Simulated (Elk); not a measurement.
# BAs (F-43m): refractive index against wavelength

The refractive index of BAs (F-43m) below the direct gap (3.26 eV on the mesh) is read from one computed spectrum, n = √(Re ε).

It takes space group F-43m (No. 216, cubic). Conventional cell: a = 4.777 Å, b = 4.777 Å, c = 4.777 Å, α = 90.00°, β = 90.00°, γ = 90.00°. As on site c is surrounded by 4 B at 2.07 Å. B on site a has 4 As at 2.07 Å as nearest neighbours.

Method: Elk 11.2.3 (patched build), LDA, independent particles, k-mesh 11×11×11, Lorentzian half width 0.15 eV.

Launch of the response step: `OMP_NUM_THREADS=4 elk`. The run took 16 s, its band step included, on 4 threads of Arm Neoverse V1, on a shared host.

```tsv
wavelength (nm)	photon energy E (eV)	n
1550	0.800	3.2317
1310	0.946	3.2454
1064	1.165	3.2707
850	1.459	3.3150
700	1.771	3.3777
633	1.959	?
532	2.331	3.5448
```

In the single-oscillator model n² − 1 = E₀E_d/(E₀² − E²), so 1/(n² − 1) = E₀/E_d − E²/(E₀E_d) is linear in E².

Working, on the rows shown:

| x = E² (eV²) | y = 1/(n² − 1) |
| --- | --- |
| 0.639837 | 0.105889 |
| 0.895757 | 0.104903 |
| 1.35784 | 0.10312 |
| 2.12762 | 0.100108 |
| 3.13716 | 0.096072 |
| 5.43137 | 0.0864633 |

Means: x̄ = 2.2649, ȳ = 0.099426. Σ(x − x̄)(y − ȳ) = -0.06542, Σ(x − x̄)² = 16.14. Slope = -0.06542 / 16.14 = -0.004052; intercept = ȳ − slope · x̄ = 0.1086. Turned back into n, the line misses the rows shown by at most 0.0029.

Task: Predict the last column of the withheld row from the fit.

Result: At x = 3.8364 the line gives y = 0.093058, that is 3.4272. The run gave 3.4246, so the interpolation is off by 0.0026, 0.8 % of the range in the table.

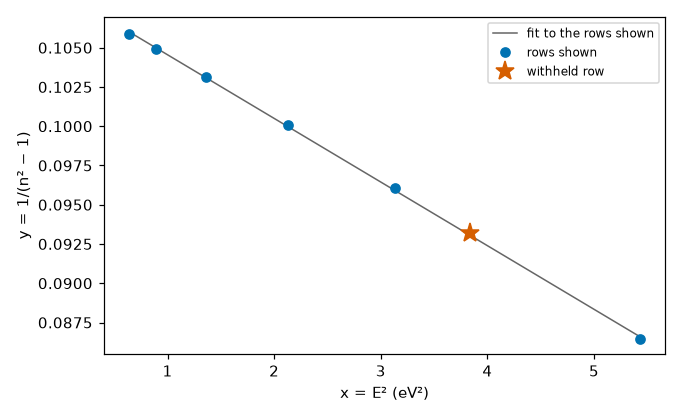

Refitted with all rows, the slope is -0.00404 and the intercept 0.1086. These give E₀ = √(intercept/−slope) = 5.18 eV and E_d = E₀/intercept = 47.7 eV; E₀ is 1.6 times the direct gap. The electronic limit at long wavelengths, without lattice vibrations, is n = √(1 + 1/intercept) = 3.195. Excitons are left out and so are local fields; LDA gaps are as a rule too small. The values come from a sum over the points of one k-mesh and carry its error, which grows as the direct gap shrinks. Spin-orbit coupling is left out.

[Logs are printed without paths, hosts, clocks, repeated set-up lines and the standing remarks that a program may print on its own settings, such as how far it seeks lower states.]
